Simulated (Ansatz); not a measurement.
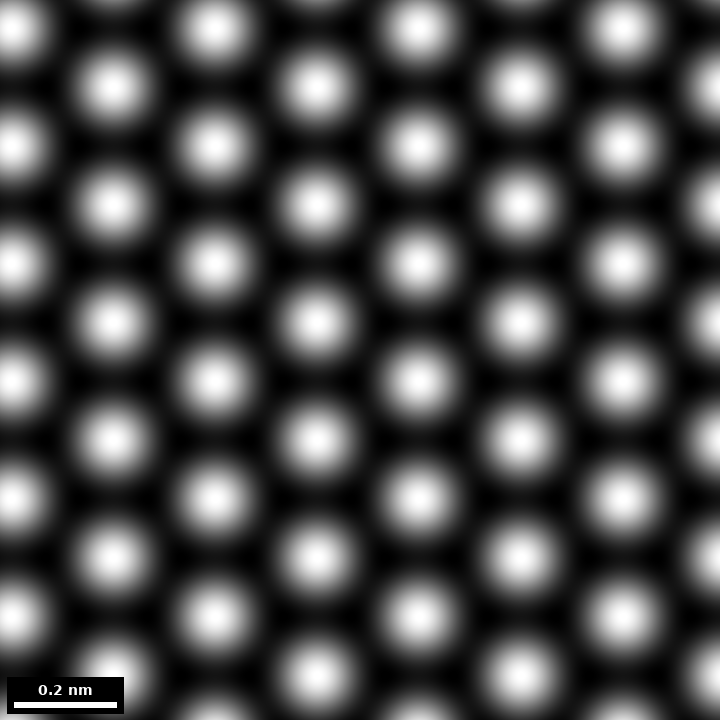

Dark-field STEM-like image of Co (P6/mmm, No. 191) along [001]. Simulated incoherent Z contrast: every atom adds Z^1.6 spread by a probe of 1.30 Å full width; channelling and multiple scattering are left out. The probe carries 15 % of its weight in a tail 2.5 times as wide. Atomic positions: the input geometry of a calculation; the starting structure was generated, so it need not be a known form of this composition.

Q: Interpret the image.

A: The columns repeat on a hexagonal net with a repeat of 2.29 Å (plane group p6mm). All columns are alike (Co). The shortest distance between visible columns is 2.29 Å in projection. Along the beam the structure repeats every 2.44 Å.
